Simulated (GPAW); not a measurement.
System: Li₂S (space group Fm-3m).

Method: PAW DFT in plane waves, on a grid or in atomic orbitals, no spin polarisation; energies at scaled volumes of the given cell, shape and fractions fixed, counted from the fit's minimum, third-order Birch-Murnaghan fit (GPAW 26.7.0). All runs: no spin polarisation.

k mesh 8×8×8; occupations Fermi–Dirac; smearing width 0.05 eV; potentials GPAW PAW data sets (gpaw data 1.2.1); wave cutoff 800 eV.

What does the calculation give for the energy against volume, with one curve for each functional? The cases: r2SCAN; LDA.

The fitted equilibrium volumes, smallest first, are LDA 14.664, r2SCAN 15.589 Å³/atom. The fitted bulk moduli, smallest first, are r2SCAN 41.3, LDA 46.1 GPa.

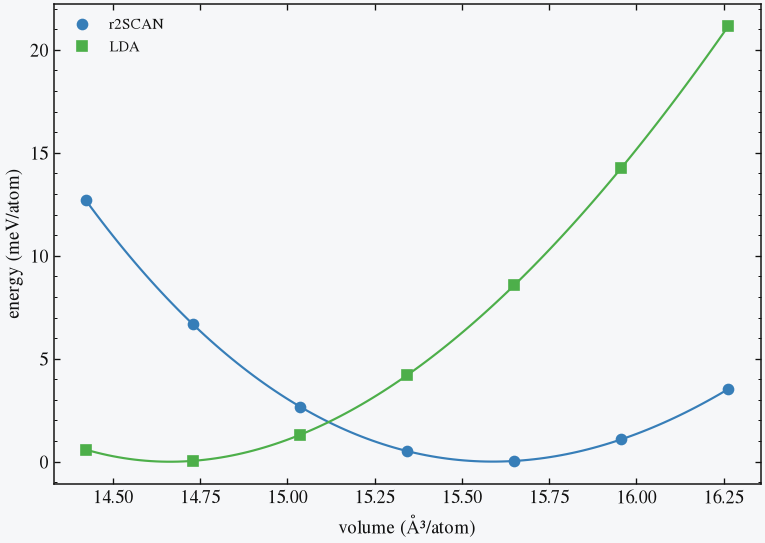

Caveats: the fit and the printed pressures don't fully agree, or the minimum lies near the end of the range (r2SCAN).
